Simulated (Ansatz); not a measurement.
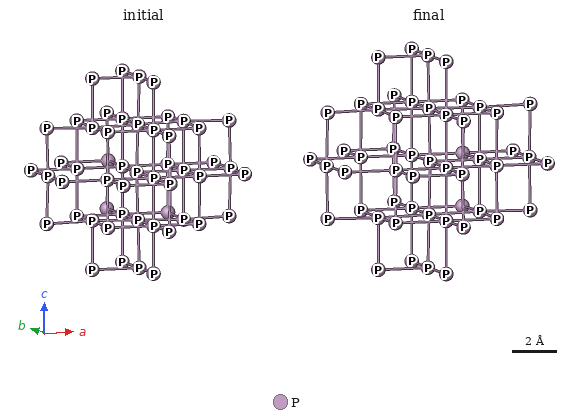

The structure of a crystal of P (a generated structure, set up in Fm-3m) (coarse preliminary run) before (left) and after (right) a relaxation, at one scale.

A ball-and-stick model of the atoms within 5.0 Å of the atom that moves most (axes of the conventional cell (4 times the calculation's cell)), seen slightly off an axis. Lengths and directions refer to the drawn axes.

Computed with DFT PBE, scalar-relativistic, plane waves, PAW (Ansatz 0.2.0). Settings: plane-wave cutoff 420 eV; k-point mesh 4 × 4 × 4; occupations gaussian; smearing width 0.1 eV; no spin polarisation; cell and atoms relaxed; force threshold 0.04 eV/Å; at most 70 steps.

What changed between the two?

Over 5 accepted moves (7 points after the start) the energy falls by 592 meV per atom. Largest force component: 0.26 eV/Å at the start, 0.00078 eV/Å at the end. Pressure: 60.22 GPa at the start and 0.06 GPa at the end. At 2 points the geometry stayed and the basis and grid were re-selected for the new cell (energy shift of 8.3 meV per atom at most each time). The largest moves relative to the cell, 0.13 Å, are those of P atoms. The drawn cell changes as follows: a = b = c 8.777 → 9.746 Å (+11.0 %); the volume changes by +36.9 %. Near-neighbour distances that change, for instance: P–P 2.194 → 2.437 Å, P–P 2.260 → 2.385 Å. Bond angles that change, for instance: P–P–P 86.5° → 92.4°, P–P–P 93.5° → 87.6°, P–P–P 88.3° → 91.2°. The space group stays Fm-3m (No. 225). Cost: 100 s on 1 thread of Intel(R) Xeon(R) Processor @ 2.50GHz (Skylake/Cascade Lake), with other jobs on the host, peak memory 0.49 GiB.
